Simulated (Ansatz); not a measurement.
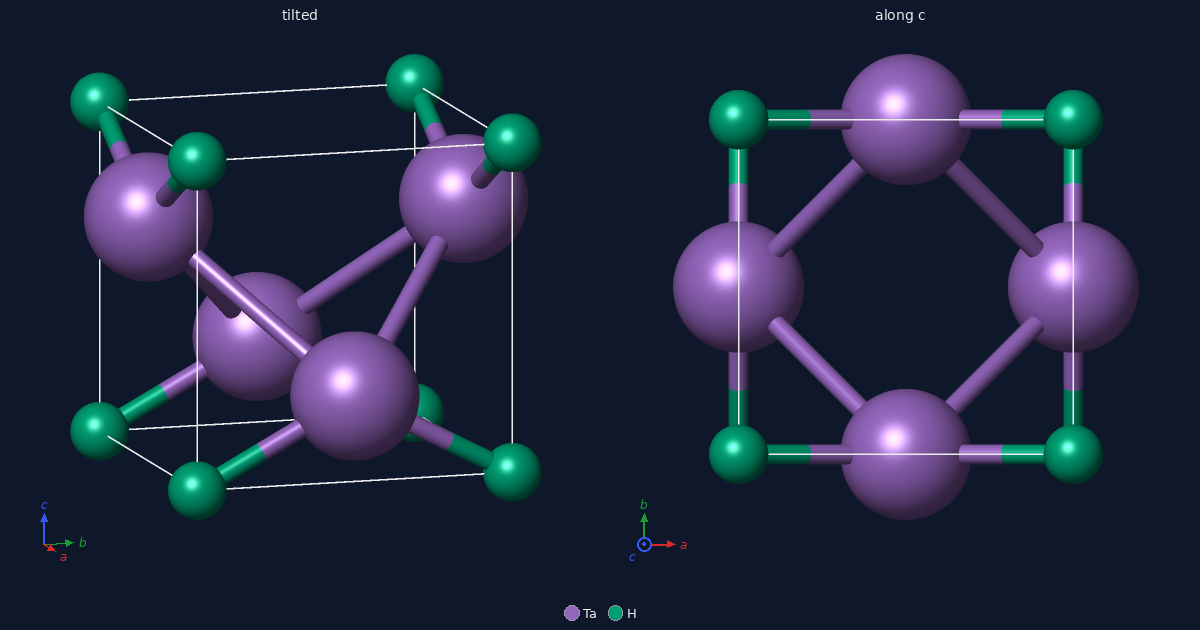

Ball-and-stick drawing of the structure, looking slightly off an axis and along the c axis. Atoms at the boundary of the conventional unit cell (the box) are drawn once for each face, edge or corner they touch. Cell: a = 3.38 Å, b = 3.38 Å, c = 3.43 Å, α = 90.00°, β = 90.00°, γ = 90.00°.

Its origin is a structure listed in the Materials Project. Earlier steps of the study may have refined or changed the cell and positions. It was run through Ansatz as a DFT input.

> Summary of the structure:

The stoichiometry is Ta₂H. The lattice is primitive tetragonal and the space group P-4m2 (No. 115). It has 3 atoms to the cell (2 Ta, 1 H). Each Ta atom is coordinated by eight Ta and two H (about 2.9 to 3.0 Å to Ta, 1.9 Å to H). The coordination shell of H holds four Ta in a distorted tetrahedral arrangement at about 1.9 Å. Not all metal-metal contacts are counted. The bonds build a three-dimensional framework.

Level of theory and settings: DFT PBEsol, scalar-relativistic, plane waves, PAW in Ansatz, a plane-wave cutoff of 420 eV, a 14×14×14 sampling of the Brillouin zone, Gaussian smearing of 0.1 eV, no spin polarisation.

> Is the electronic structure metallic or gapped?

A metal: bands cross the Fermi level.

> What Bader charges do the atoms carry?

Ta +0.33 e; H -0.67 e.

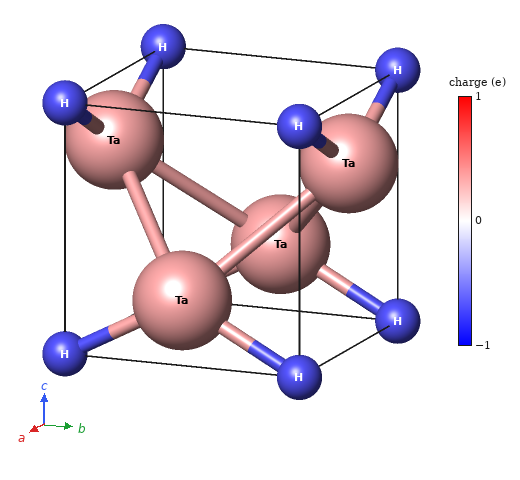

The atoms coloured by those charges. The run's cell of 3 atoms is drawn.

> Does the calculation find this structure at rest?

No. The largest force is 0.02 eV/Å. The pressure is -6.3 GPa, so the cell would contract.
